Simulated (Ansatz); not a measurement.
Input

```
crystal:
  lattice:
    - [4.6255804189, 0.0, 0.0]
    - [0.0, 6.5415585623, 0.0]
    - [0.0, 0.0, 25.9383706284]
  atoms:
    - { symbol: Sn, position: [0.5, 0.0, 0.3276998437] }
    - { symbol: Sn, position: [0.0, 0.25, 0.3276998437] }
    - { symbol: Sn, position: [0.0, 0.5, 0.416864666] }
    - { symbol: Sn, position: [0.5, 0.75, 0.416864666] }
    - { symbol: Sn, position: [0.5, -0.0008212276, 0.5077593911] }
    - { symbol: Sn, position: [0.0, 0.2508212276, 0.5077593911] }
    - { symbol: Sn, position: [0.0, 0.5006201608, 0.5966396198] }
    - { symbol: Sn, position: [0.5, 0.7493798392, 0.5966396198] }
    - { symbol: Se, position: [0.0, 0.5006201608, 0.6968772191] }
basis:
  ecutwfc: 420
kpoints:
  mp_grid: { grid: [6, 5, 1] }
hamiltonian:
  xc: pbesol
scf:
  occupations: { method: gaussian, width: 0.1 }
output:
  forces: true
  eigenvalues: true
  write_density: true
  write_potential: true
  elf: true
  volumetric_format: npy
relax:
  adjacent_minimum: "off"
  f_tol: 0.03
  max_steps: 70
  constraints: [{ sites: [0, 1, 2, 3] }]
efield:
  axis: 3
  dipole_correction: true
  ramp_width: 0.04
```

Command:

```sh
ansatz run input.yaml --threads 2 --pin off --max-ram 5120MiB --backend cpu --events-out ev --progress --plain --runs-dir out
```

The fields are those of the relaxed geometry.

Theory: DFT PBEsol, scalar-relativistic, plane waves, PAW (Ansatz 0.2.0).

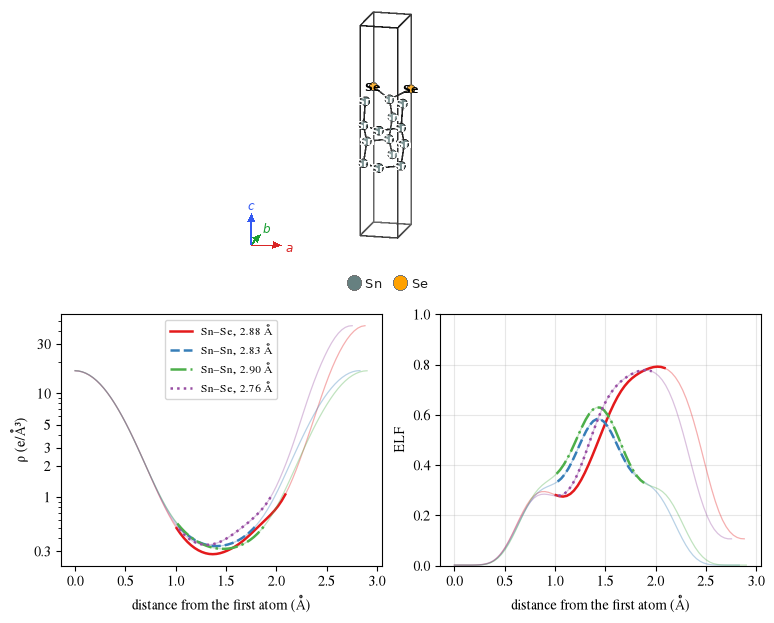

Sn8Se (slab). Valence charge density (pseudo) and ELF along straight lines between neighbouring atoms. Thin, pale parts lie inside the atomic spheres. The structure is drawn too.

The density is the valence pseudo-density of a PAW calculation; it isn't the true density close to the nuclei.

Q: What can be read from the curves?

A: Sn–Se (2.88 Å): the density is about 0.29 e/Å³ at the midpoint; the ELF is about 0.50 at the midpoint and 0.25 at its lowest between the atoms.
Sn–Sn (2.83 Å): the density is about 0.34 e/Å³ at the midpoint; the ELF reaches about 0.60 near the midpoint.
Sn–Sn (2.90 Å): the density is about 0.32 e/Å³ at the midpoint; the ELF peaks at about 0.65 between the atoms.
Sn–Se (2.76 Å): the density is about 0.35 e/Å³ at the midpoint; the ELF is about 0.55 at the midpoint.
